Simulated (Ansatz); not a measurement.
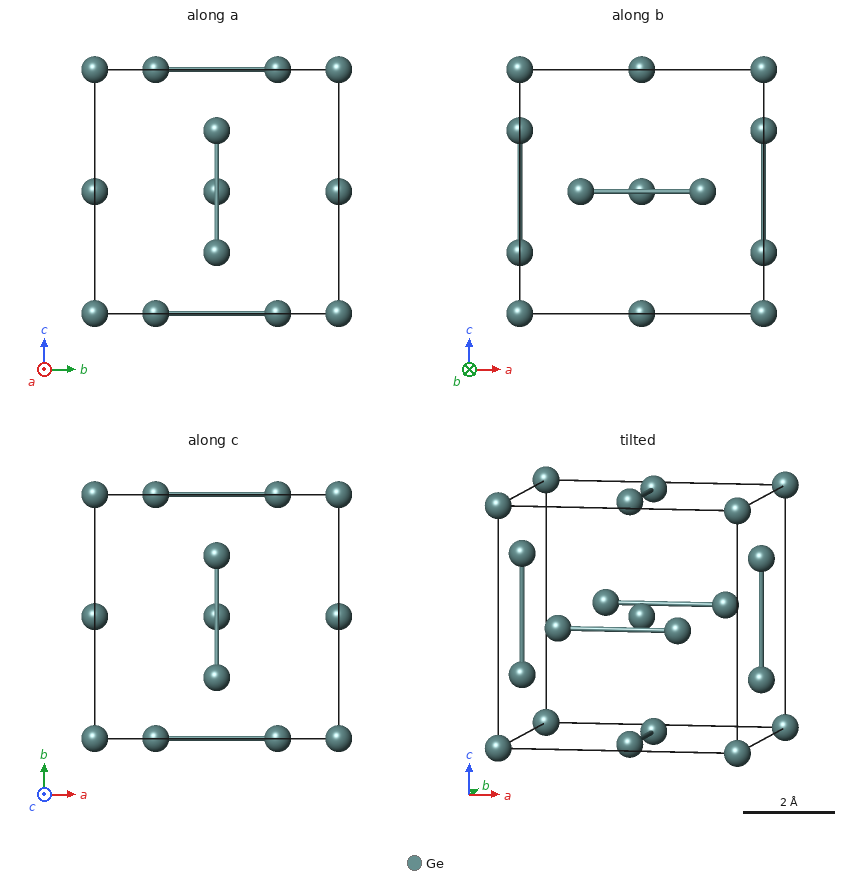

Shown here is a ball-and-stick view of the crystal, taken along the a axis, along the b axis, along the c axis and slightly off an axis. The conventional unit cell is drawn as a box.

Lattice parameters: a = 5.4183 Å, b = 5.4183 Å, c = 5.4183 Å, α = 90.000°, β = 90.000°, γ = 90.000°.

### Record the structure as a CIF with its space group and independent sites.

```cif
data_structure
_symmetry_space_group_name_H-M 'P m -3 n'
_symmetry_Int_Tables_number 223
_cell_length_a 5.4183
_cell_length_b 5.4183
_cell_length_c 5.4183
_cell_angle_alpha 90.000
_cell_angle_beta 90.000
_cell_angle_gamma 90.000
_cell_volume 159.07
loop_
_atom_site_label
_atom_site_type_symbol
_atom_site_symmetry_multiplicity
_atom_site_Wyckoff_symbol
_atom_site_fract_x
_atom_site_fract_y
_atom_site_fract_z
_atom_site_occupancy
Ge1 Ge 2 a 0.5000 0.5000 0.5000 1
Ge2 Ge 6 c 0.2500 0.0000 0.5000 1
```

The model was built from a textbook structure type filled with this element (whether it is the usual form wasn't checked). It is drawn as it came out of a relaxation with DFT PBE, scalar-relativistic, plane waves, PAW (Ansatz).
